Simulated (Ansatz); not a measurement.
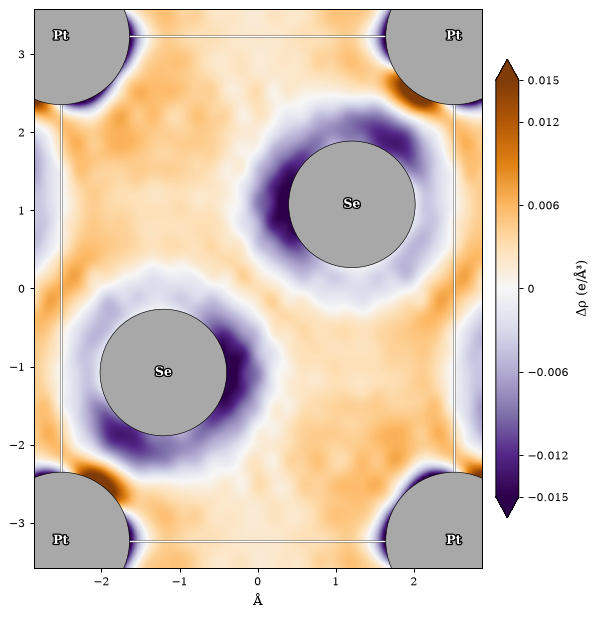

PtSe2. Difference of the valence pseudo-densities of two functionals at the same geometry, on the (110) plane of the calculation cell: one of PBEsol and r2SCAN less the other.

Both computed with Ansatz (plane waves, PAW), on the same k-point mesh. Grey discs cover the atomic cores.

**Which was subtracted from which, and what does the map show?**

It is PBEsol less r2SCAN. Against r2SCAN, PBEsol gives more density around Pt (+0.005 e/Å³ on average at 1.0 Å from the nucleus), less density around Se (−0.008 e/Å³ on average at 1.0 Å from the nucleus), more density in the space between the atoms (+0.003 e/Å³ on average) and a change of −0.005 e/Å³ at the midpoint of Pt–Se.
